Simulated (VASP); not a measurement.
# Convergence of pressure and total energy of ScPt with the plane-wave cutoff (VASP, PAW sets Sc_sv and Pt)

At a cutoff of 230 eV the energy of ScPt lies only 1.10 meV/atom from its value at 460 eV, yet at 260 eV it is off by −7.40 meV/atom. Over the same step the pressure error shrinks from −2.671 to −0.235 GPa. A larger basis thus seems to harm the energy while it helps the pressure. How fast the two quantities settle matters in practice, because a false pressure gives a false lattice constant when the cell is relaxed, and strain and elastic data inherit the fault. We follow both for the CsCl-type crystal with the PBEsol functional, at fixed cell and atoms, each measured against the 460 eV run, with compression counted as positive pressure. The errors are therefore those of the basis, not deviations from experiment.

## Systems and settings

Single-point runs at fixed cell and atoms; within a crystal every other setting is the same. Program: VASP 6.6.1, plane waves and PAW (data sets made for PBE of release 64), scalar-relativistic without spin-orbit coupling, no spin polarisation. Cutoff 140 to 460 eV; on the k meshes the divisions times the cell-vector length are 22 Å or more. Occupations: Fermi-Dirac smearing of 0.05 eV. The coarsest mesh (22 Å) is coarse for metals and narrow gaps. Times are rough, from shared x86 server processors. The same in all rows: PAW data sets by their labels: Sc_sv Pt.

Notes on method and selection:

- A truncated basis gives a spurious tension (Pulay stress); the pressure converges more slowly than energy differences.
- The lowest cutoffs lie below the values recommended with the data sets and were run to show the error.
- The space group named is that of the cell as run, which can be lower than that of the source structure.
- Runs that did not converge, have known faults or may not be shown are not listed, and runs on Ansatz's PAW sets soft_1 and soft_2 are kept to separate tables.

Columns:

- cutoff (eV): plane-wave cutoff ENCUT.
- pressure error (GPa): pressure minus that of the run with the highest cutoff of the same crystal, compression positive.
- energy error (meV/atom): energy per atom, extrapolated to zero smearing as the program prints it, minus that of the run with the highest cutoff of the same crystal.
- cost (core-s): processor time of the run, shared machines, rough.

## Data

| member | cutoff (eV) | pressure error (GPa) | energy error (meV/atom) | cost (core-s) | remark |
| --- | --- | --- | --- | --- | --- |
| 140 eV | 140 | −244.484 | 1087.20 | 2.1 |  |
| 170 eV | 170 | −79.461 | 314.48 | 2.4 |  |
| 210 eV | 210 | ? | ? | 2.5 |  |
| 230 eV | 230 | −2.671 | 1.10 | 2.7 |  |
| 260 eV | 260 | −0.235 | −7.40 | 3.3 |  |
| 300 eV | 300 | −0.605 | −4.57 | 3.4 |  |
| 370 eV | 370 | −0.276 | −0.25 | 5.4 |  |
| 460 eV | 460 | 0.000 | 0.00 | 5.5 | entry of the Crystallography Open Database |

Cells marked ? are withheld until the estimate has been made.

## Why the values move as they do

From 140 to 170 eV the pressure error falls in size by a factor of 244.484 / 79.461 = 3.08. From 230 to 260 eV, again a step of 30 eV, the factor is 2.671 / 0.235 = 11.4. The decay up to 260 eV is therefore faster than a simple exponential, as expected when the cutoff passes the main Fourier components of smooth pseudo-orbitals. From 260 to 370 eV the error no longer falls steadily, but stays negative at a few tenths of a GPa.

The negative sign is that of Pulay stress. The stress is evaluated with a fixed set of plane waves, whose effective cutoff rises when the cell shrinks. Contraction then improves the basis and lowers the energy, so the crystal appears to be under tension:

$$P_{\mathrm{Pulay}} = \frac{2}{3}\,\frac{E_{\mathrm{cut}}}{V}\,\frac{\partial E}{\partial E_{\mathrm{cut}}}$$

Here $V$ is the cell volume and $E$ the energy in the truncated basis, which falls as the cutoff $E_{\mathrm{cut}}$ rises.

The energy error drops from 1087.20 to 314.48 meV/atom between 140 and 170 eV, and is negative at 260, 300 and 370 eV. A purely variational energy could not lie below that of a larger basis. VASP lowers the total energy by an atomic estimate of the error that the missing plane waves cause in the kinetic energy, and a slight overcorrection would have the observed sign; changes of the Fourier grids may also contribute. The small error at 230 eV is thus a crossing through zero rather than convergence.

At 370 eV the remaining errors are −0.25 meV/atom and −0.276 GPa. For an assumed bulk modulus of 100 GPa, such a pressure error would shrink a relaxed cell by about 0.3 % in volume, against nearly 3 % at 230 eV.

## Prediction

Plain estimates from the members shown:

- 210 eV, straight-line interpolation between 170 eV and 230 eV: w = (210 − 170) / (230 − 170) = 0.667, so −79.461 + 0.667 × (−2.671 − (−79.461)) = −28.268 GPa

The straight-line estimate of −28.268 GPa is too large in size, because the error decays in a strongly curved way between 170 and 230 eV. We interpolate the logarithm of its magnitude instead, with a parabola through 140, 170 and 230 eV.

The natural logarithms (magnitudes in GPa) are ln(244.484) = 5.499, ln(79.461) = 4.375 and ln(2.671) = 0.982. The slopes are (4.375 − 5.499) / 30 = −0.0375 per eV and (0.982 − 4.375) / 60 = −0.0566 per eV. Their change gives a curvature coefficient of (−0.0566 + 0.0375) / 90 = −0.000212 per eV².

At 210 eV the straight line in the logarithm gives 4.375 − 40 × 0.0566 = 2.11, or 8.3 GPa in size. The curvature adds 0.000212 × 40 × 20 = 0.17. The sum is 2.11 + 0.17 = 2.28, which corresponds to exp(2.28) = 9.8 GPa, and the sign is negative as in the neighbouring rows.

As a trial, the same kind of parabola through 140, 230 and 260 eV gives about −86 GPa at 170 eV, where the table has −79.461 GPa, a miss of 8 %. The same fraction at 210 eV would be 0.8 GPa. A single trial is thin support, and the curvature alone shifts the result by 9.8 − 8.3 = 1.5 GPa. We combine the two as 1.5 + 0.8 = 2.3 GPa and take 2 GPa as one standard deviation.

**Committed estimate, 210 eV: pressure error = −10 ± 2 GPa.**

## The withheld result

| member | cutoff (eV) | pressure error (GPa) | energy error (meV/atom) | cost (core-s) |
| --- | --- | --- | --- | --- |
| 210 eV | 210 | −10.299 | 12.53 | 2.5 |

| member | estimate | pressure error (GPa) | computed | estimate − computed | miss in error bars |
| --- | --- | --- | --- | --- | --- |
| 210 eV | committed | −10.000 | −10.299 | +0.299 | 0.1 |
| 210 eV | interpolation | −28.268 | −10.299 | −17.969 |  |

pressure error (GPa) against cutoff (eV):

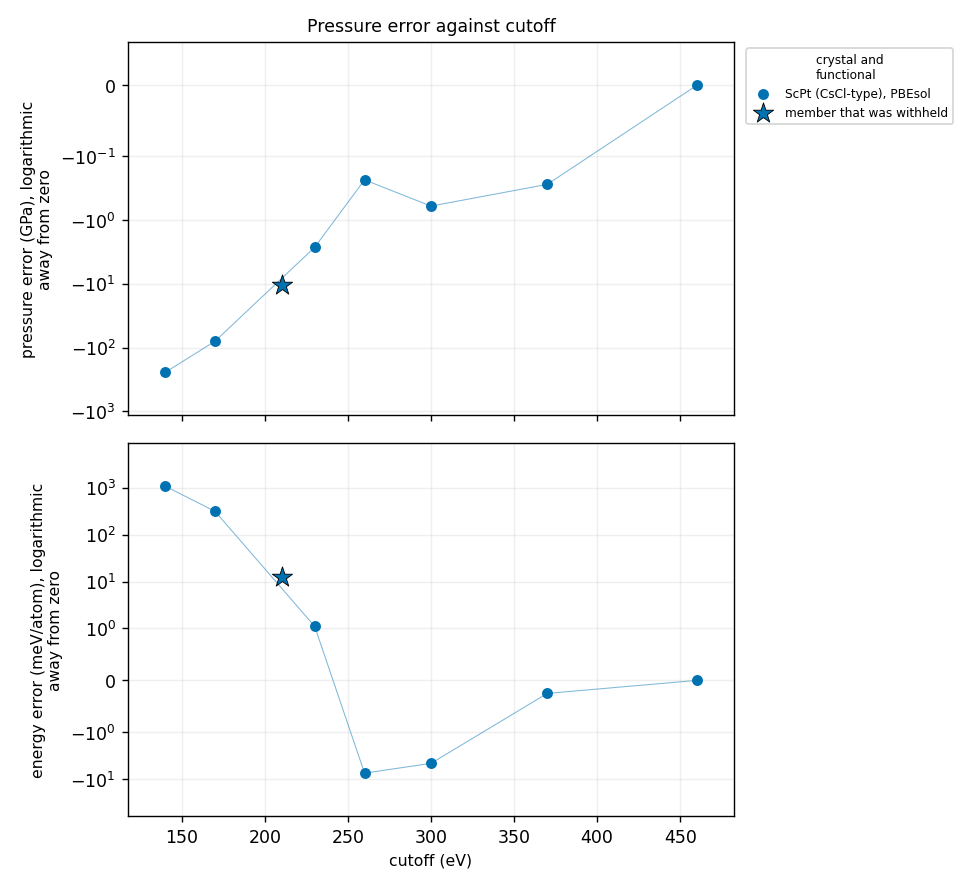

The estimate of −10 ± 2 GPa lies 0.299 GPa from the computed −10.299 GPa, well inside its error bar. The straight-line interpolation made the tension too large by 17.969 GPa.

Interpolating the logarithm was the decisive step, and its curvature helped as well: without it the estimate would have been −8.3 GPa, about 2 GPa too small in size. The new row confirms that the decay steepens. The error falls by a factor of 79.461 / 10.299 = 7.7 over the 40 eV above 170 eV, and by 10.299 / 2.671 = 3.9 over only the next 20 eV.

Our trial at 170 eV was weaker support than it looked, because it leaned on the 260 eV row, whose error is smaller than those at 300 and 370 eV and so does not belong to a smooth decay.



## Residuals

The 300 eV row breaks the decay of the pressure error: at −0.605 GPa it is larger in size than the −0.235 GPa at 260 eV. A small oscillating remainder, from the Fourier grids or from cutting off the PAW projectors in reciprocal space, is a possible cause. The value at 260 eV is then small by partial cancellation and no sign of better convergence.

In the energy, 260 eV stands out with −7.40 meV/atom, the lowest value of the series. The likeliest reason is the atomic correction for kinetic energy above the cutoff, which here slightly overshoots. This also limits the use of the Pulay formula given earlier. Between 260 and 370 eV the tabulated energy rises, which would give a positive pressure error, while the errors found are negative. The formula needs the energy without that correction, so the energy column cannot be put into it.

The huge errors at 140 and 170 eV are no anomaly, since both cutoffs lie far below what the data sets require.

## Time and accuracy

The whole series spans only 2.1 to 5.5 core-s, a factor of 5.5 / 2.1 = 2.6, while the pressure error falls from 244 GPa to a few tenths of a GPa. Going from 230 to 460 eV adds about 3 core-s and removes a false tension of 2.671 GPa. For a crystal this cheap there is no reason to save on the cutoff. The times at 370 and 460 eV, 5.4 and 5.5 core-s, are equal within the accuracy of such timings.

## Rules of thumb and their limits

For these data sets and this cell, the pressure is within about 0.6 GPa of the 460 eV run at every tabulated cutoff from 260 eV up. The total energy comes within 1 meV/atom only at 370 eV. Energy differences between structures at one cutoff usually converge faster, but the table holds none.

Between 170 and 230 eV, logarithmic interpolation with curvature met the one withheld pressure error to about 5 %. Above 260 eV the errors are irregular, and a new row can be guessed only to a few tenths of a GPa.

With the same assumed bulk modulus of 100 GPa, the error at 300 eV would shorten a relaxed lattice constant by 0.605 / 100 / 3 = 0.002, or 0.2 %. Nuclear motion at room temperature, left out here, would add a positive pressure that no choice of cutoff supplies.
